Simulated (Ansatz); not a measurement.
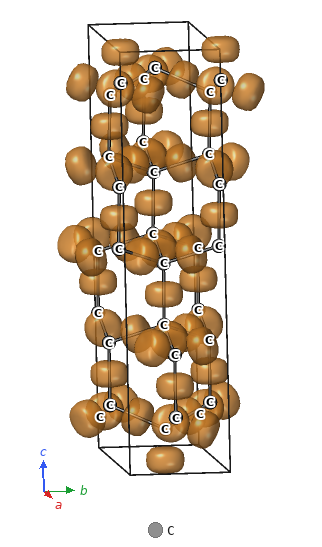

Figure 1: C. Isosurface of the ELF at 0.75 (orange), seen slightly off an axis. Core shells and regions of very low density are left out. Sticks mark near contacts.

Space group C2.

Method: DFT LDA, scalar-relativistic, plane waves, PAW (Ansatz 0.2.0).

In a PAW calculation such maps are meaningful between the atoms, not at the nuclei.

```xyz
20
Lattice="0.0000 4.3150 0.0000 -2.4913 0.0000 0.0000 0.0000 -1.4383 10.2539" Properties=species:S:1:pos:R:3 pbc="T T T"
C    -1.2686    2.1575    0.7635
C    -0.0230    0.0000    0.7635
C    -1.2686    0.7192    9.4904
C    -0.0230    2.8767    9.4904
C    -2.4800    0.0000    3.3437
C    -1.2343    2.1575    3.3437
C    -2.4800    2.8767    6.9102
C    -1.2343    0.7192    6.9102
C    -2.4663    0.0000    4.8716
C    -1.2207    2.1575    4.8716
C    -2.4663    2.8767    5.3823
C    -1.2207    0.7192    5.3823
C    -1.2658    3.5959    1.2775
C    -0.0201    1.4383    1.2775
C    -1.2658   -0.7192    8.9763
C    -0.0201    1.4384    8.9763
C    -2.4845    1.4383    2.8298
C    -1.2389    3.5959    2.8298
C    -2.4845    1.4384    7.4241
C    -1.2389   -0.7192    7.4241
```

Where are the electrons localised?

The ELF exceeds this value in 40 regions between bonded C–C atoms (shared pairs), counted in one cell of 20 atoms. Any copies at cell faces, edges or corners count once.

Values along the shortest contacts:
C–C (1.52 Å): the ELF peaks at about 0.95 between the atoms, as expected for localised, covalent bonding.

Metal or insulator at this level of theory?

It is gapped, with a Kohn–Sham gap of 4.5 eV on the k-point mesh (the band edges may lie off the mesh, which would make the gap smaller).
